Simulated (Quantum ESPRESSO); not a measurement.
## Single-point calculation of TaN (part 1 of 2)

- system: TaN (P6₃/mmc, 4 atoms in the cell)
- method: Kohn-Sham DFT of a periodic cell, PBE, SSSP 1.3 efficiency PBE, no spin polarisation (Quantum ESPRESSO 7.5)

The structure derives from a Materials Project entry. The volume is scaled by 1.02.

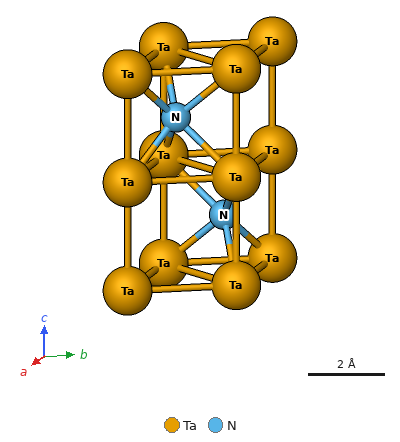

The input geometry (ball-and-stick view of the cell of the calculation, seen slightly off an axis). An atom can appear more than once, as a periodic image. Near neighbours in the periodic cell (some may lie outside the picture): Ta has 6 N at 2.26 Å and 8 Ta at 2.94 to 2.98 Å; N has 6 Ta at 2.26 Å.

**Input**
```
&CONTROL
  calculation = 'scf'
  prefix = 'pwscf'
  outdir = './tmp'
  pseudo_dir = './pseudo'
  tprnfor = .true.
  tstress = .true.
  disk_io = 'nowf'
/
&SYSTEM
  ibrav = 0
  nat = 4
  ntyp = 2
  ecutwfc = 60
  ecutrho = 480
  nbnd = 26
  occupations = 'smearing'
  smearing = 'fd'
  degauss = 0.00367493
/
&ELECTRONS
  conv_thr = 8d-10
  electron_maxstep = 120
  mixing_beta = 0.5
/
ATOMIC_SPECIES
Ta   180.9479 Ta_pbe_v1.uspp.F.UPF
N     14.0070 N.pbe-n-radius_5.UPF
CELL_PARAMETERS angstrom
   2.9411200149    0.0000000000    0.0000000000
  -1.4705600075    2.5470846485    0.0000000000
   0.0000000000    0.0000000000    5.9556983605
ATOMIC_POSITIONS crystal
Ta     0.0000000000    0.0000000000    0.5000000000
Ta     0.0000000000    0.0000000000    0.0000000000
N      0.3333333333    0.6666666667    0.2500000000
N      0.6666666667    0.3333333333    0.7500000000
K_POINTS automatic
10 10 5 0 0 0
```

Hardware: 1 thread of Intel Xeon (Sapphire Rapids), 16 GiB of memory available, shared host.

Launch command:
```bash
OMP_NUM_THREADS=1 pw.x -in pw.in > pw.out
```

**Output**
```
This program is part of the open-source Quantum ESPRESSO suite
     for quantum simulation of materials; please cite
         "P. Giannozzi et al., J. Phys.:Condens. Matter 21 395502 (2009);
         "P. Giannozzi et al., J. Phys.:Condens. Matter 29 465901 (2017);
         "P. Giannozzi et al., J. Chem. Phys. 152 154105 (2020);
          URL
     in publications or presentations arising from this work. More details at

     Message from routine setup:
     using ibrav=0 with symmetry is DISCOURAGED, use correct ibrav instead

     G-vector sticks info
     --------------------
     sticks:   dense  smooth     PW     G-vecs:    dense   smooth      PW
     Sum        1027     511    151                53557    18949    3073

     Using Slab Decomposition

     bravais-lattice index     =            0
     lattice parameter (alat)  =       5.5579  a.u.
     unit-cell volume          =     301.0824 (a.u.)^3
     number of atoms/cell      =            4
     number of atomic types    =            2
     number of electrons       =        36.00
     number of Kohn-Sham states=           26
     kinetic-energy cutoff     =      60.0000  Ry
     charge density cutoff     =     480.0000  Ry
     scf convergence threshold =      8.0E-10
     mixing beta               =       0.5000
     number of iterations used =            8  plain     mixing
     Exchange-correlation= PBE
                           (   1   4   3   4   0   0   0)

     celldm(1)=   5.557911  celldm(2)=   0.000000  celldm(3)=   0.000000
     celldm(4)=   0.000000  celldm(5)=   0.000000  celldm(6)=   0.000000

     crystal axes: (cart. coord. in units of alat)
               a(1) = (   1.000000   0.000000   0.000000 )
               a(2) = (  -0.500000   0.866025   0.000000 )
               a(3) = (   0.000000   0.000000   2.024976 )

     reciprocal axes: (cart. coord. in units 2 pi/alat)
               b(1) = (  1.000000  0.577350 -0.000000 )
               b(2) = (  0.000000  1.154701  0.000000 )
               b(3) = (  0.000000 -0.000000  0.493833 )

     PseudoPot. # 1 for Ta read from file:
     Ta_pbe_v1.uspp.F.UPF
     Pseudo is Ultrasoft + core correction, Zval = 13.0
     Generated by new atomic code, or converted to UPF format
     Using radial grid of  921 points,  7 beta functions with:
                l(1) =   0
                l(2) =   0
                l(3) =   1
                l(4) =   1
                l(5) =   2
                l(6) =   2
                l(7) =   3
     Q(r) pseudized with  6 coefficients,  rinner =    1.300   1.300   1.300
                                                       1.300   1.300   1.300
                                                       1.300

     PseudoPot. # 2 for N  read from file:
     N.pbe-n-radius_5.UPF
     Pseudo is Ultrasoft + core correction, Zval =  5.0
     Generated using "atomic" code by A. Dal Corso  v.5.1
     Using radial grid of 1085 points,  4 beta functions with:
                l(1) =   0
                l(2) =   0
                l(3) =   1
                l(4) =   1
     Q(r) pseudized with 0 coefficients

     atomic species   valence    mass     pseudopotential
     Ta               13.00   180.94790     Ta( 1.00)
     N                 5.00    14.00700     N ( 1.00)

     24 Sym. Ops., with inversion, found (12 have fractional translation)

   Cartesian axes

     site n.     atom                  positions (alat units)
         1        Ta     tau(   1) = (   0.0000000   0.0000000   1.0124882  )
         2        Ta     tau(   2) = (   0.0000000   0.0000000   0.0000000  )
         3        N      tau(   3) = (  -0.0000000   0.5773503   0.5062441  )
         4        N      tau(   4) = (   0.5000000   0.2886751   1.5187322  )

     number of k points=    42  Fermi-Dirac smearing, width (Ry)=  0.0037
                       cart. coord. in units 2pi/alat
        k(    1) = (   0.0000000   0.0000000   0.0000000), wk =   0.0040000
        k(    2) = (   0.0000000   0.0000000   0.0987666), wk =   0.0080000
        k(    3) = (   0.0000000   0.0000000   0.1975332), wk =   0.0080000
        k(    4) = (   0.0000000   0.1154701   0.0000000), wk =   0.0240000
        k(    5) = (   0.0000000   0.1154701   0.0987666), wk =   0.0480000
        k(    6) = (   0.0000000   0.1154701   0.1975332), wk =   0.0480000
        k(    7) = (   0.0000000   0.2309401   0.0000000), wk =   0.0240000
        k(    8) = (   0.0000000   0.2309401   0.0987666), wk =   0.0480000
        k(    9) = (   0.0000000   0.2309401   0.1975332), wk =   0.0480000
        k(   10) = (   0.0000000   0.3464102   0.0000000), wk =   0.0240000
        k(   11) = (   0.0000000   0.3464102   0.0987666), wk =   0.0480000
        k(   12) = (   0.0000000   0.3464102   0.1975332), wk =   0.0480000
        k(   13) = (   0.0000000   0.4618802   0.0000000), wk =   0.0240000
        k(   14) = (   0.0000000   0.4618802   0.0987666), wk =   0.0480000
        k(   15) = (   0.0000000   0.4618802   0.1975332), wk =   0.0480000
        k(   16) = (   0.0000000  -0.5773503   0.0000000), wk =   0.0120000
        k(   17) = (   0.0000000  -0.5773503   0.0987666), wk =   0.0240000
        k(   18) = (   0.0000000  -0.5773503   0.1975332), wk =   0.0240000
        k(   19) = (   0.1000000   0.1732051   0.0000000), wk =   0.0240000
        k(   20) = (   0.1000000   0.1732051   0.0987666), wk =   0.0480000
        k(   21) = (   0.1000000   0.1732051   0.1975332), wk =   0.0480000
        k(   22) = (   0.1000000   0.2886751   0.0000000), wk =   0.0480000
        k(   23) = (   0.1000000   0.2886751   0.0987666), wk =   0.0960000
        k(   24) = (   0.1000000   0.2886751   0.1975332), wk =   0.0960000
        k(   25) = (   0.1000000   0.4041452   0.0000000), wk =   0.0480000
        k(   26) = (   0.1000000   0.4041452   0.0987666), wk =   0.0960000
        k(   27) = (   0.1000000   0.4041452   0.1975332), wk =   0.0960000
        k(   28) = (   0.1000000   0.5196152   0.0000000), wk =   0.0480000
        k(   29) = (   0.1000000   0.5196152   0.0987666), wk =   0.0960000
        k(   30) = (   0.1000000   0.5196152   0.1975332), wk =   0.0960000
        k(   31) = (   0.2000000   0.3464102   0.0000000), wk =   0.0240000
        k(   32) = (   0.2000000   0.3464102   0.0987666), wk =   0.0480000
        k(   33) = (   0.2000000   0.3464102   0.1975332), wk =   0.0480000
        k(   34) = (   0.2000000   0.4618802   0.0000000), wk =   0.0480000
        k(   35) = (   0.2000000   0.4618802   0.0987666), wk =   0.0960000
        k(   36) = (   0.2000000   0.4618802   0.1975332), wk =   0.0960000
        k(   37) = (   0.2000000   0.5773503   0.0000000), wk =   0.0240000
        k(   38) = (   0.2000000   0.5773503   0.0987666), wk =   0.0480000
        k(   39) = (   0.2000000   0.5773503   0.1975332), wk =   0.0480000
        k(   40) = (   0.3000000   0.5196152   0.0000000), wk =   0.0240000
        k(   41) = (   0.3000000   0.5196152   0.0987666), wk =   0.0480000
        k(   42) = (   0.3000000   0.5196152   0.1975332), wk =   0.0480000

     Dense  grid:    53557 G-vectors     FFT dimensions: (  40,  40,  80)

     Smooth grid:    18949 G-vectors     FFT dimensions: (  27,  27,  60)

     Initial potential from superposition of free atoms

     starting charge      35.9978, renormalised to      36.0000

     negative rho (up, down):  1.891E-01 0.000E+00
     Starting wfcs are   34 randomized atomic wfcs

     Self-consistent Calculation

     iteration #  1     ecut=    60.00 Ry     beta= 0.50
     Davidson diagonalization with overlap
     ethr =  1.00E-02,  avg # of iterations =  2.0

     negative rho (up, down):  1.942E-01 0.000E+00

     total energy              =    -324.06316162 Ry
     estimated scf accuracy    <       0.88018294 Ry

     iteration #  2     ecut=    60.00 Ry     beta= 0.50
     Davidson diagonalization with overlap
     ethr =  2.44E-03,  avg # of iterations =  3.1

     negative rho (up, down):  1.965E-01 0.000E+00

     total energy              =    -324.31635816 Ry
     estimated scf accuracy    <       0.60097025 Ry

     iteration #  3     ecut=    60.00 Ry     beta= 0.50
     Davidson diagonalization with overlap
     ethr =  1.67E-03,  avg # of iterations =  2.1

     negative rho (up, down):  1.992E-01 0.000E+00

     total energy              =    -324.41774440 Ry
     estimated scf accuracy    <       0.00600564 Ry

     iteration #  4     ecut=    60.00 Ry     beta= 0.50
     Davidson diagonalization with overlap
     ethr =  1.67E-05,  avg # of iterations =  5.2

     negative rho (up, down):  2.009E-01 0.000E+00

     total energy              =    -324.42048585 Ry
     estimated scf accuracy    <       0.00166988 Ry

     iteration #  5     ecut=    60.00 Ry     beta= 0.50
     Davidson diagonalization with overlap
     ethr =  4.64E-06,  avg # of iterations =  2.5

     negative rho (up, down):  2.010E-01 0.000E+00

     total energy              =    -324.42072100 Ry
     estimated scf accuracy    <       0.00004462 Ry

     iteration #  6     ecut=    60.00 Ry     beta= 0.50
     Davidson diagonalization with overlap
     ethr =  1.24E-07,  avg # of iterations =  2.3

     negative rho (up, down):  2.011E-01 0.000E+00

     total energy              =    -324.42072409 Ry
     estimated scf accuracy    <       0.00003896 Ry

     iteration #  7     ecut=    60.00 Ry     beta= 0.50
     Davidson diagonalization with overlap
     ethr =  1.08E-07,  avg # of iterations =  2.7

     negative rho (up, down):  2.011E-01 0.000E+00

     total energy              =    -324.42073297 Ry
     estimated scf accuracy    <       0.00000073 Ry

     iteration #  8     ecut=    60.00 Ry     beta= 0.50
     Davidson diagonalization with overlap
     ethr =  2.03E-09,  avg # of iterations =  3.6

     negative rho (up, down):  2.011E-01 0.000E+00

     total energy              =    -324.42073324 Ry
     estimated scf accuracy    <       0.00000006 Ry

     iteration #  9     ecut=    60.00 Ry     beta= 0.50
     Davidson diagonalization with overlap
     ethr =  1.55E-10,  avg # of iterations =  2.2

     negative rho (up, down):  2.011E-01 0.000E+00

     total energy              =    -324.42073324 Ry
     estimated scf accuracy    <          8.7E-09 Ry

     iteration # 10     ecut=    60.00 Ry     beta= 0.50
     Davidson diagonalization with overlap
     ethr =  2.40E-11,  avg # of iterations =  2.9

     negative rho (up, down):  2.011E-01 0.000E+00

     End of self-consistent calculation

          k = 0.0000 0.0000 0.0000 (  2355 PWs)   bands (ev):

   -49.0945 -49.0616 -16.1037 -15.4128 -15.1721 -15.1721 -15.1160 -15.1160
     2.1168   4.3637  10.3734  14.7802  14.7802  15.3044  16.0213  17.5155
    17.5155  19.2860  19.2860  20.0486  20.0486  21.7650  22.3789  23.3242
    23.3242  25.2973

          k = 0.0000 0.0000 0.0988 (  2356 PWs)   bands (ev):

   -49.0914 -49.0648 -16.0413 -15.4826 -15.1668 -15.1668 -15.1214 -15.1214
     2.2957   4.0876  10.7738  14.3770  14.9349  14.9349  16.8679  16.9573
    16.9573  19.8263  19.8263  20.1534  20.1534  21.0726  22.8114  23.2450
    23.2450  24.9461

          k = 0.0000 0.0000 0.1975 (  2350 PWs)   bands (ev):

   -49.0832 -49.0730 -15.8744 -15.6612 -15.1528 -15.1528 -15.1354 -15.1354
     2.7859   3.4563  11.7776  13.0626  15.3871  15.3871  16.0961  16.0961
    18.1215  19.6123  20.3846  20.3846  20.4055  20.4055  23.3818  23.3818
    23.8562  24.1169

          k = 0.0000 0.1155 0.0000 (  2362 PWs)   bands (ev):

   -49.0875 -49.0547 -16.0812 -15.3994 -15.2740 -15.2099 -15.1942 -15.1367
     2.3232   4.3027  10.7130  14.6338  14.8409  15.4670  15.5232  16.5515
    17.1512  19.4494  19.6321  20.0140  20.5473  21.8573  23.0719  23.2176
    23.4656  24.9666

          k = 0.0000 0.1155 0.0988 (  2348 PWs)   bands (ev):

   -49.0844 -49.0579 -16.0195 -15.4686 -15.2674 -15.2159 -15.1887 -15.1422
     2.4878   4.0739  11.0458  14.3337  14.7775  14.9893  15.8699  16.7754
    17.1817  19.5096  19.8810  20.1235  20.6761  21.2101  22.8003  23.2157
    24.0413  24.5783

          k = 0.0000 0.1155 0.1975 (  2340 PWs)   bands (ev):

   -49.0762 -49.0661 -15.8550 -15.6449 -15.2513 -15.2317 -15.1744 -15.1567
     2.9343   3.5315  11.9086  13.0665  15.1454  15.4169  15.6015  16.0628
    18.3469  19.5858  20.0301  20.1983  20.3256  20.6852  22.8595  23.5704
    23.6454  24.3794

          k = 0.0000 0.2309 0.0000 (  2356 PWs)   bands (ev):

   -49.0690 -49.0367 -16.0216 -15.5329 -15.4500 -15.3638 -15.2514 -15.1906
     2.8706   4.1612  11.5827  14.2844  14.5064  14.5724  14.8654  16.2779
    16.6758  19.2357  20.0142  20.6284  21.5315  22.1748  22.9558  23.7756
    24.2057  25.1623

          k = 0.0000 0.2309 0.0988 (  2369 PWs)   bands (ev):

   -49.0659 -49.0398 -15.9623 -15.5275 -15.4580 -15.4270 -15.2457 -15.1964
     2.9934   4.0363  11.7262  13.6820  14.5007  14.9211  15.0054  16.4567
    16.7929  19.0659  20.1132  20.6395  21.4839  21.5591  23.2231  23.2362
    24.4940  25.4510

          k = 0.0000 0.2309 0.1975 (  2355 PWs)   bands (ev):
```
